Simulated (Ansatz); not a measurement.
The calculation's input:

```
crystal:
  lattice:
    - [6.375494673, 3.6808935657, 7.4744489262]
    - [-6.375494673, 3.6808935657, 7.4744489262]
    - [0.0, -7.3617871314, 7.4744489262]
  atoms:
    - { symbol: W, position: [-0.0015593312, 0.2494023612, 0.7504907804] }
    - { symbol: W, position: [3.18807e-05, 0.499668233, 0.5015559011] }
    - { symbol: W, position: [-0.0015663516, 0.7485658195, 0.2512362817] }
    - { symbol: W, position: [0.2494023612, -0.0015593312, 0.7504907804] }
    - { symbol: W, position: [-0.0018123826, -0.0018123826, 4.86009e-05] }
    - { symbol: W, position: [0.2497469516, 0.2497469516, 0.507267076] }
    - { symbol: W, position: [0.2496734311, 0.5052126619, 0.2516100944] }
    - { symbol: W, position: [0.4988821658, 0.7489513364, 0.7508114632] }
    - { symbol: W, position: [0.2493881193, 0.7485426904, 0.0002985752] }
    - { symbol: W, position: [0.499668233, 3.18807e-05, 0.5015559011] }
    - { symbol: W, position: [0.5052126619, 0.2496734311, 0.2516100944] }
    - { symbol: W, position: [0.7489513364, 0.4988821658, 0.7508114632] }
    - { symbol: W, position: [0.4996341769, 0.4996341769, 0.0018732158] }
    - { symbol: W, position: [0.748956628, 0.748956628, 0.5007234641] }
    - { symbol: W, position: [0.7485658195, -0.0015663516, 0.2512362817] }
    - { symbol: W, position: [0.7485426904, 0.2493881193, 0.0002985752] }
    - { symbol: S, position: [0.4044239276, 0.6559048334, 0.1529445584] }
    - { symbol: S, position: [0.4022871582, 0.902234709, 0.9041668333] }
    - { symbol: S, position: [0.4045144377, 0.1510524815, 0.6579031976] }
    - { symbol: S, position: [0.6559048334, 0.4044239276, 0.1529445584] }
    - { symbol: S, position: [0.4036829207, 0.4036829207, 0.4055265874] }
    - { symbol: S, position: [0.6528589665, 0.6528589665, 0.9036698054] }
    - { symbol: S, position: [0.6529042505, 0.9017732918, 0.6547570406] }
    - { symbol: S, position: [0.9009512713, 0.1514775699, 0.1533104292] }
    - { symbol: S, position: [0.6559505932, 0.1510794965, 0.4062991798] }
    - { symbol: S, position: [0.902234709, 0.4022871582, 0.9041668333] }
    - { symbol: S, position: [0.9017732918, 0.6529042505, 0.6547570406] }
    - { symbol: S, position: [0.1514775699, 0.9009512713, 0.1533104292] }
    - { symbol: S, position: [0.9022860381, 0.9022860381, 0.4040855158] }
    - { symbol: S, position: [0.1514531801, 0.1514531801, 0.9029280639] }
    - { symbol: S, position: [0.1510524815, 0.4045144377, 0.6579031976] }
    - { symbol: S, position: [0.1510794965, 0.6559505932, 0.4062991798] }
    - { symbol: S, position: [0.262844278, 0.511897041, 0.0163889279] }
    - { symbol: S, position: [0.2623152396, 0.7617817503, 0.7636332236] }
    - { symbol: S, position: [0.2628802771, 0.0145872858, 0.5138542013] }
    - { symbol: S, position: [0.511897041, 0.262844278, 0.0163889279] }
    - { symbol: S, position: [0.2686329607, 0.2686329607, 0.2708116807] }
    - { symbol: S, position: [0.5120877941, 0.5120877941, 0.7650923952] }
    - { symbol: S, position: [0.5120729687, 0.7632955045, 0.5139387152] }
    - { symbol: S, position: [0.7610775518, 0.0121040958, 0.0139543288] }
    - { symbol: S, position: [0.5119040319, 0.0145062608, 0.2647738366] }
    - { symbol: S, position: [0.7617817503, 0.2623152396, 0.7636332236] }
    - { symbol: S, position: [0.7632955045, 0.5120729687, 0.5139387152] }
    - { symbol: S, position: [0.0121040958, 0.7610775518, 0.0139543288] }
    - { symbol: S, position: [0.7617747468, 0.7617747468, 0.2641518125] }
    - { symbol: S, position: [0.0121441109, 0.0121441109, 0.7629238615] }
    - { symbol: S, position: [0.0145872858, 0.2628802771, 0.5138542013] }
    - { symbol: S, position: [0.0145062608, 0.5119040319, 0.2647738366] }
    - { symbol: S, position: [0.1817405857, 0.1817405857, 0.1849927846] }
  host:
    lattice:
      - [1.5938736683, 0.9202233914, 7.4744489262]
      - [-1.5938736683, 0.9202233914, 7.4744489262]
      - [0.0, -1.8404467828, 7.4744489262]
    atoms:
      - { symbol: W, position: [0.0006774492, 0.0006774492, 0.0006774492] }
      - { symbol: S, position: [0.4040742748, 0.4040742748, 0.4040742748] }
      - { symbol: S, position: [0.263948276, 0.263948276, 0.263948276] }
total_charge: -2
basis:
  ecutwfc: 420
  xc_grid: 2
kpoints:
  mp_grid: { grid: [2, 2, 2], shift: [0.5, 0.5, 0.5] }
hamiltonian:
  xc: pbe
scf:
  occupations: { method: gaussian, width: 0.01 }
output:
  forces: true
  stress: false
  eigenvalues: true
  charged_corrections:
    defect_position: [0.125, 0.125, 0.21875]
    epsilon: [[11.5894, 0.0, 0.0], [0.0, 11.5894, 0.0], [0.0, 0.0, 3.2073]]
  write_density: true
  write_potential: true
  elf: true
  volumetric_format: npy
relax:
  adjacent_minimum: "off"
  f_tol: 0.025
  max_steps: 45
```

Run with:

```sh
ansatz run input.yaml --threads 4 --pin off --max-ram 6144MiB --backend cpu --events-out ev --progress --plain --runs-dir out
```

The fields are those of the relaxed geometry.

Level of theory: Ansatz 0.2.0, DFT PBE, scalar-relativistic, plane waves, PAW.

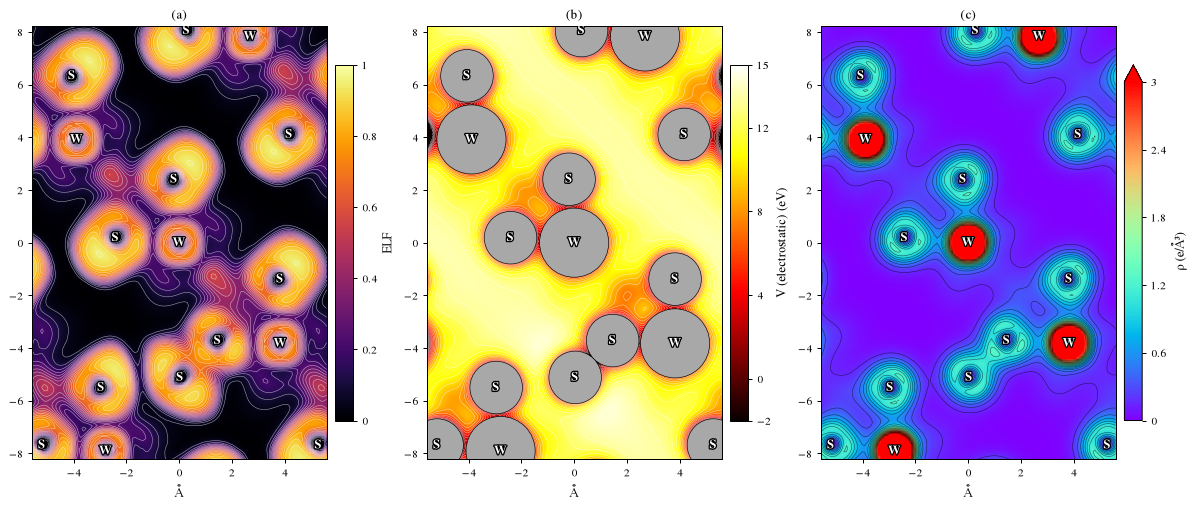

W16S33 (cell charge −2, with a compensating background) (cell with a defect). (a) ELF; (b) electrostatic potential (local pseudopotential plus Hartree) felt by an electron; (c) valence charge density (pseudo) on the (011̄) plane of the calculation cell. Grey discs cover the atomic cores in the potential map.

In a PAW calculation such maps are meaningful between the atoms, not at the nuclei.

Describe what can be read from this map.

Answer.
- The plane passes through W and S nuclei.
- S–S (2.00 Å): the density is about 1.1 e/Å³ at the midpoint; the ELF peaks at about 0.85 between the atoms, as expected for localised, covalent bonding.
- W–S (2.37 Å): the density is about 0.65 e/Å³ at the midpoint; the ELF peaks at about 0.85 in the valence shell of S, 0.8 Å from its nucleus, and is about 0.40 at the midpoint.
- W–S (2.42 Å): ρ at the midpoint is about 0.62 e/Å³; the ELF peaks at about 0.85 in the valence shell of S, 0.8 Å from its nucleus, and is about 0.50 at the midpoint.
- W–S (2.44 Å): ρ at the midpoint is about 0.58 e/Å³; the ELF peaks at about 0.85 in the valence shell of S, 0.8 Å from its nucleus, and is about 0.45 at the midpoint.
- Between the atoms the lowest density in this plane is 0.003 e/Å³.
- The ELF also peaks beside S, away from the bonds: lone-pair regions.
- The features right at W lie inside the PAW spheres, where the map follows smoothed inner orbitals and isn't to be read closely.
- Outside the cores the potential energy rises away from the atoms and is highest about 1.8 Å from the nearest atoms; its zero is arbitrary.

Does the calculation make it a metal, or give it a gap?

Answer. It is gapped, with a Kohn–Sham gap of 0.42 eV on the k-point mesh, an upper bound to the gap of this method.
